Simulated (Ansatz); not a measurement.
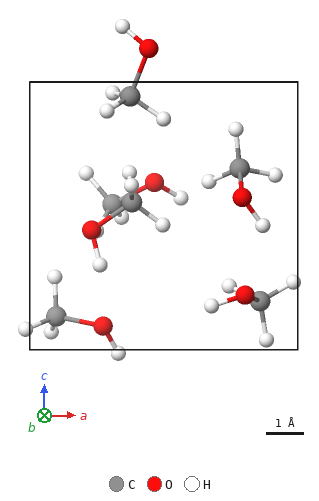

Starting frame of a dynamics run of a periodic cell with 6 CH3OH at 0.794 g/cm³. It starts from the last geometry of an earlier run, with fresh velocities. A ball-and-stick model of the simulation cell, seen along the b axis.

These are results of DFT PBE-D3(BJ), scalar-relativistic, plane waves, PAW in Ansatz, not measurements.

Input file:
```yaml
accuracy: low
crystal:
  lattice:
    - [7.380323, 0.0, 0.0]
    - [0.0, 7.380323, 0.0]
    - [0.0, 0.0, 7.380323]
  atoms:
    - { symbol: C, position: [0.30411446, 0.97519166, 0.54021762] }
    - { symbol: O, position: [0.46066757, 0.89405888, 0.62084978] }
    - { symbol: H, position: [0.244596, 0.8899249, 0.44075984] }
    - { symbol: H, position: [0.55943553, 0.96343909, 0.56291657] }
    - { symbol: H, position: [0.20616545, 1.00002772, 0.65535488] }
    - { symbol: H, position: [0.33809934, 1.10955249, 0.49108466] }
    - { symbol: C, position: [0.09464957, 0.76747907, 1.12128954] }
    - { symbol: O, position: [0.26919339, 0.68532513, 1.08490642] }
    - { symbol: H, position: [-0.02011265, 0.68173821, 1.07299689] }
    - { symbol: H, position: [0.32610339, 0.74314686, 0.98361595] }
    - { symbol: H, position: [0.08857832, 0.77642091, 1.26826048] }
    - { symbol: H, position: [0.07558405, 0.89408727, 1.06367906] }
    - { symbol: C, position: [0.77865004, 0.29650365, 0.67363811] }
    - { symbol: O, position: [0.78824963, 0.12446608, 0.56502216] }
    - { symbol: H, position: [0.66418465, 0.37146175, 0.62436368] }
    - { symbol: H, position: [0.8650251, 0.16787241, 0.46046231] }
    - { symbol: H, position: [0.76473348, 0.27008717, 0.81929331] }
    - { symbol: H, position: [0.91132376, 0.36876309, 0.64811726] }
    - { symbol: C, position: [0.85509492, 0.41738139, 0.17800084] }
    - { symbol: O, position: [0.79889672, 0.22887711, 0.20062949] }
    - { symbol: H, position: [0.97905291, 0.44451826, 0.24895546] }
    - { symbol: H, position: [0.67405631, 0.22379217, 0.16030248] }
    - { symbol: H, position: [0.87870638, 0.45344169, 0.03347656] }
    - { symbol: H, position: [0.73969548, 0.48763184, 0.23458385] }
    - { symbol: C, position: [0.37012318, 0.17970699, 0.94209336] }
    - { symbol: O, position: [0.43950542, 0.11999491, 1.12094797] }
    - { symbol: H, position: [0.49475986, 0.1817822, 0.85753672] }
    - { symbol: H, position: [0.34172686, 0.14376726, 1.20316688] }
    - { symbol: H, position: [0.28390893, 0.0844799, 0.88762332] }
    - { symbol: H, position: [0.30535583, 0.31893907, 0.9552045] }
    - { symbol: C, position: [0.37702009, 0.48657364, 0.54715591] }
    - { symbol: O, position: [0.22643877, 0.52838133, 0.44327552] }
    - { symbol: H, position: [0.36715469, 0.59374423, 0.65759483] }
    - { symbol: H, position: [0.25755167, 0.51300381, 0.31337264] }
    - { symbol: H, position: [0.3746536, 0.34916024, 0.60985312] }
    - { symbol: H, position: [0.49177168, 0.52363203, 0.46231792] }
basis:
  ecutwfc: 420.0
kpoints:
  mp_grid: { grid: [1, 1, 1] }
hamiltonian:
  xc: pbe
  dispersion: d3bj
scf:
  occupations: { method: fermi_dirac, width: 0.02 }
  lower_state_search: "off"
md:
  timestep: 0.75
  n_steps: 400
  ensemble: nve
  temperature: 500.0
  initial_velocities: maxwell_boltzmann
  seed: 713302
  masses: [{ species: H, mass: 2.014 }]
```

Command:
```bash
ansatz run input.yaml --threads 1 --pin off --max-ram 3072MiB --backend cpu --events-out ev --progress --plain --runs-dir out
```

### What does the trajectory do?

The mean temperature in the second half is 501 K (standard deviation 31 K). The potential energy in the second half lies on average 0.1 meV per atom below the first frame. Root-mean-square distances from the starting positions over the second half, with the common drift of all atoms taken out: H 1.82 Å, C 1.37 Å, O 1.15 Å. The molecules turn and drift from their places.

Along the run (each row but the first and the last is the mean over the interval that it begins):

| time (fs) | potential energy (meV/atom) | T (K) |
| --- | --- | --- |
| 0.0 | 0.0 | 500 |
| 37.5 | -4.5 | 536 |
| 75.0 | -2.1 | 517 |
| 112.5 | -3.1 | 525 |
| 150.0 | -1.1 | 510 |
| 187.5 | -3.8 | 531 |
| 225.0 | 0.5 | 497 |
| 262.5 | 4.0 | 469 |
| 300.0 | 6.0 | 454 |

The paths of the atoms:

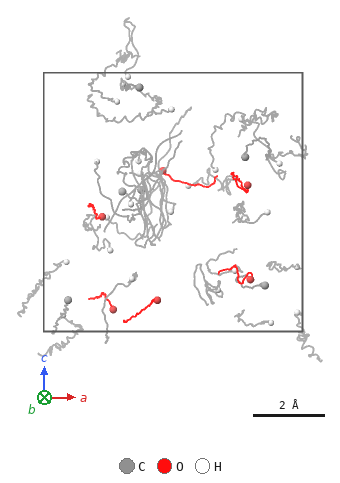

Limits of the set-up: the program's low-accuracy preset was used; masses were changed (H 2.014 u), which shifts the vibrations; the periodic images lie only 7.4 Å apart, so the values are limited by the cell's size.

The run took 10 min on 1 thread of Arm Neoverse V2, with other jobs on the host, peak memory 0.41 GiB.
